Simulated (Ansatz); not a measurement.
## Run report: NaH, single-point calculation (part 2 of 2)

Continued. System: NaH (P6₃/mmc, 4 atoms in the cell). Method: DFT, HSE06, plane waves, PAW, no spin polarisation (Ansatz 0.2.0); cutoff 420 eV, 6×6×4 k-mesh, fixed occupations. The structure was built on a prototype by a generator. The geometry comes from this level: r2SCAN.

Geometry of the input (Å; fractional positions):
```
3.9533  0.0000  0.0000
-1.9766  3.4236  0.0000
0.0000  0.0000  4.8283
Na 0.3333  0.6667  -0.0625
Na 0.6667  0.3333  0.4375
H  0.3333  0.6667  0.4375
H  0.6667  0.3333  0.9375
```

## Output, continued
```
--- Per-component energies (eV) ---
  E_band       = -525.690948
  E_kinetic    = 269.172004
  E_local      = -2803.754038  (includes V_loc(G=0)·N_el)
  E_nonlocal   = 233.498040
  E_hartree    = 1020.309229
  E_xc         = -77.874956
  E_vxc        = -99.141421  (∫ρ·V_xc dr)
  E_exx        = -89.275098  (= α·E_x^exact, valence–valence)
  E_paw        = -456.655950  (= ΣΔE_a)
  E_vpaw       = 12.468376  (= ΣTr[D̂ρ^β])
  E_aug_tail   = -0.002558  (compensation charges beyond the density's cutoff)
  E_ewald      = -1101.040216
  E_core_change = -0.067824  (= ΣΔE_core)
  E_smearing   = -0.000000  (= −TS)
  E_closure    = -0.000000  (closes the sum)
  Σ components = -3005.691366   (vs F -3005.691366, Δ=-4.55e-13)
--- Forces (eV/Å), atoms counted from 1 ---
  atom   1  Na    -0.00000000     0.00000000     0.00000000
  atom   2  Na    -0.00000000    -0.00000000    -0.00000000
  atom   3  H      0.00000000     0.00000000     0.00000000
  atom   4  H     -0.00000000    -0.00000000    -0.00000000
  max |Σ_I F_I| component: 1.85e-17 eV/Å
--- Stress (GPa, compression-positive) ---
        0.104115      -0.000000       0.000000
       -0.000000       0.104115       0.000000
        0.000000       0.000000       0.119805
  P = ⅓ Tr σ = 0.1093 GPa (1.093 kbar)
--- Band table (eV; the first three rows and the last of 21) ---
  k-point 0: bands = ["-54.7915", "-54.7822", "-25.0008", "-24.9654", "-24.9654", "-24.9392", "-24.9392", "-24.9199", "-4.0959", "-0.4842", "5.4559", "8.7137", "11.1063", "11.1063", "11.4018"]
  k-point 1: bands = ["-54.7901", "-54.7835", "-24.9906", "-24.9616", "-24.9616", "-24.9430", "-24.9430", "-24.9334", "-3.7084", "-1.2555", "6.2424", "8.5291", "11.3612", "11.3612", "11.6493"]
  k-point 2: bands = ["-54.7868", "-54.7868", "-24.9636", "-24.9636", "-24.9523", "-24.9523", "-24.9523", "-24.9523", "-2.6419", "-2.6419", "7.6523", "7.6523", "11.8666", "11.8666", "11.8666"]
  k-point 20: bands = ["-54.7861", "-54.7861", "-25.0006", "-25.0006", "-24.9623", "-24.9623", "-24.9273", "-24.9273", "-1.2102", "-1.2102", "5.3391", "5.3391", "5.9241", "5.9241", "13.6832"]
```

## File bands.tsv
```
# k_distance	band_0	band_1	band_2	band_3	band_4	band_5	band_6	band_7	band_8	band_9	band_10	band_11	band_12	band_13	band_14
# fermi_ev = -0.472021
# lock_threshold_ev = 1e-6
# [0, 0, 0] at k_distance = 0.000000
# [0.5, 0, 0] at k_distance = 0.917617
# [0.3333333333, 0.3333333333, 0] at k_distance = 1.447404
# [0, 0, 0.5] at k_distance = 2.690809
# [0.5, 0, 0.5] at k_distance = 3.608426
# [0.3333333333, 0.3333333333, 0.5] at k_distance = 4.138213
# [-0.09375, 0.1875, 0] at k_distance = 5.286736
# [0.3, 0.3, 0] at k_distance = 6.131726
# levels_relative_to = fermi_ev
# free_energy_ev = -3005.691366
# largest_residual_norms_ev = 1.180e-4 1.617e-4 2.226e-4 2.930e-4 3.296e-4 3.297e-4 3.604e-4 3.526e-4 1.640e-4 2.378e-4 2.999e-4 4.375e-4 7.240e-4 7.441e-4 7.501e-4
0.000000	-54.319512	-54.310172	-24.528737	-24.493416	-24.493416	-24.467185	-24.467185	-24.447859	-3.623926	-0.012185	5.927950	9.185676	11.578336	11.578336	11.873837
0.917617	-54.315727	-54.312626	-24.509293	-24.502803	-24.499826	-24.488137	-24.473098	-24.465184	-1.642707	-0.642958	4.834373	8.713088	8.819058	9.013183	9.039861
1.447404	-54.314094	-54.314094	-24.512592	-24.495040	-24.495040	-24.486233	-24.486233	-24.468148	-0.992610	-0.992610	4.263522	8.886783	8.886783	9.658690	9.658690
2.690809	-54.314797	-54.314797	-24.491565	-24.491565	-24.480230	-24.480230	-24.480230	-24.480230	-2.169907	-2.169907	8.124281	8.124281	12.338642	12.338642	12.338642
3.608426	-54.314126	-54.314126	-24.528825	-24.528825	-24.483921	-24.483921	-24.459020	-24.459020	-0.911884	-0.911884	4.968565	4.968565	9.733045	9.733045	10.418691
4.138213	-54.314043	-54.314043	-24.528585	-24.528585	-24.490287	-24.490287	-24.455311	-24.455311	-0.738154	-0.738154	5.811164	5.811164	6.396142	6.396142	14.155201
5.286736	-54.318828	-54.310540	-24.523726	-24.496666	-24.496252	-24.472251	-24.466624	-24.451994	-3.317753	0.000818	6.237677	7.685849	9.401226	10.921600	12.036940
6.131726	-54.314699	-54.313513	-24.512164	-24.497564	-24.492326	-24.491384	-24.481148	-24.467971	-1.258559	-0.763622	4.339742	8.593275	9.067412	9.180288	10.076382
```

## File v_z.tsv
```
# z_ang	v_es[eV]	v_tot[eV]
# format = ansatz-planar-average/11
# xc	hse06
# density_cutoff_ev	1680
# datasets	Na=:simpson_from_first_knot:soft:fock:shift=0	H=:simpson_from_first_knot:soft:fock
# lattice	3.953281548	0.000000000	0.000000000
# lattice	-1.976640774	3.423642249	0.000000000
# lattice	0.000000000	0.000000000	4.828292304
# sites	4
# site	11	0.000000000	2.282428166	-0.301768269
# site	11	1.976640774	1.141214083	2.112377883
# site	1	0.000000000	2.282428166	2.112377883
# site	1	1.976640774	1.141214083	4.526524035
0.000000	-1.468100e0	-8.266536e0
0.134119	3.687517e-1	-5.989413e0
0.268238	1.749067e0	-4.082173e0
0.402358	2.640691e0	-2.635968e0
0.536477	3.132597e0	-1.713056e0
0.670596	3.408835e0	-1.125500e0
0.804715	3.549990e0	-9.677695e-1
0.938835	3.576462e0	-9.951362e-1
1.072954	3.495249e0	-9.882402e-1
1.207073	3.288799e0	-1.379984e0
1.341192	2.925979e0	-2.118645e0
1.475312	2.251657e0	-3.294597e0
1.609431	1.125799e0	-4.978999e0
1.743550	-5.151629e-1	-7.107085e0
1.877669	-2.393241e0	-9.358851e0
2.011788	-3.791472e0	-1.096876e1
2.145908	-4.114469e0	-1.133844e1
2.280027	-3.194312e0	-1.028489e1
2.414146	-1.468100e0	-8.266536e0
2.548265	3.687517e-1	-5.989413e0
2.682385	1.749067e0	-4.082173e0
2.816504	2.640691e0	-2.635968e0
2.950623	3.132597e0	-1.713056e0
3.084742	3.408835e0	-1.125500e0
3.218862	3.549990e0	-9.677695e-1
3.352981	3.576462e0	-9.951362e-1
3.487100	3.495249e0	-9.882402e-1
3.621219	3.288799e0	-1.379984e0
3.755338	2.925979e0	-2.118645e0
3.889458	2.251657e0	-3.294597e0
4.023577	1.125799e0	-4.978999e0
4.157696	-5.151629e-1	-7.107085e0
4.291815	-2.393241e0	-9.358851e0
4.425935	-3.791472e0	-1.096876e1
4.560054	-4.114469e0	-1.133844e1
4.694173	-3.194312e0	-1.028489e1
```

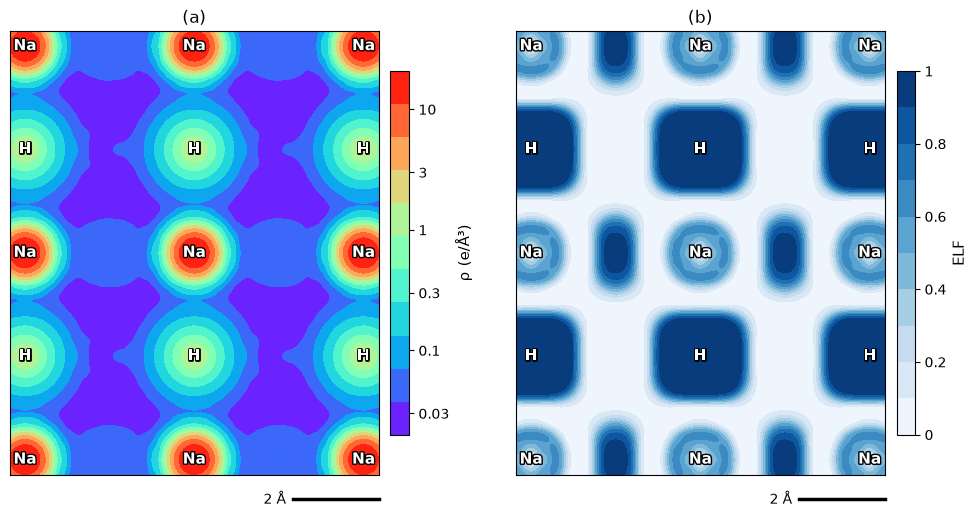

**Figure 1.** (a) valence charge density (pseudo); (b) ELF on the (010) plane of the conventional cell. The section cuts through Na and H sites. Na–H (2.41 Å): ρ at the midpoint is about 0.08 e/Å³; the ELF climbs to about 1 towards the hydrogen, as it does in any bond to H. Away from the nuclei the density in this plane falls to 0.02 e/Å³ at its lowest. The strong features right at Na lie inside the PAW spheres (semicore, d or f shells) and say nothing about bonding. The fields are those of the smooth PAW valence density.

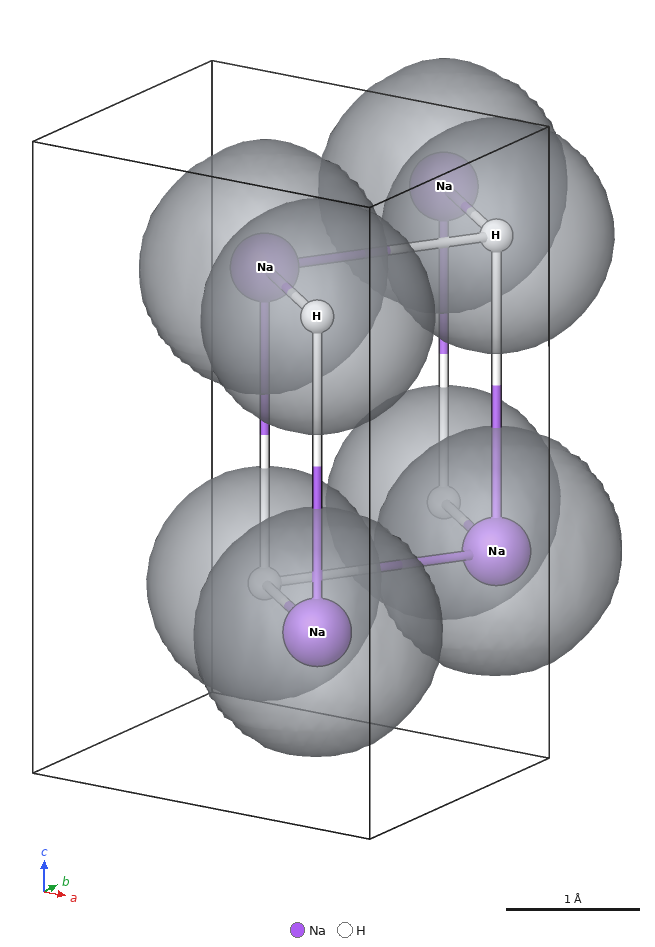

**Figure 2.** Isosurface of the valence pseudo-density at 0.15 e/Å³ (grey), seen slightly off an axis. Sticks mark near contacts. The outline is the cell set on symmetry axes. At this value the density breaks into separate islands; it holds about 90 % of the electrons treated as valence (semicore included). It is pinched off along the Na–H (2.28 Å) and Na–H (2.41 Å) contacts. On the grid the lowest density along these lines, outside the cores, is 0.1 e/Å³ (Na–H, 2.28 Å) and 0.07 e/Å³ (Na–H, 2.41 Å).

## Summary

```csv
quantity,value
outcome,converged
space group (tolerance 0.01 Å),P6₃/mmc (194)
electrons treated,20
free energy,−3005.6914 eV
Fermi energy,−0.472 eV
gap on the k-point mesh,4.26 eV
pressure,0.11 GPa
largest force (length of the vector),under 0.001 eV/Å
wall time,37 s (CPU time 2.2 min)
peak memory,1 GiB
```

## Remarks

Warnings of the run: the exchange loop's threshold is looser than advised for the stress; the SCF threshold is looser than advised for the printed stress; the structure was made exactly symmetric.
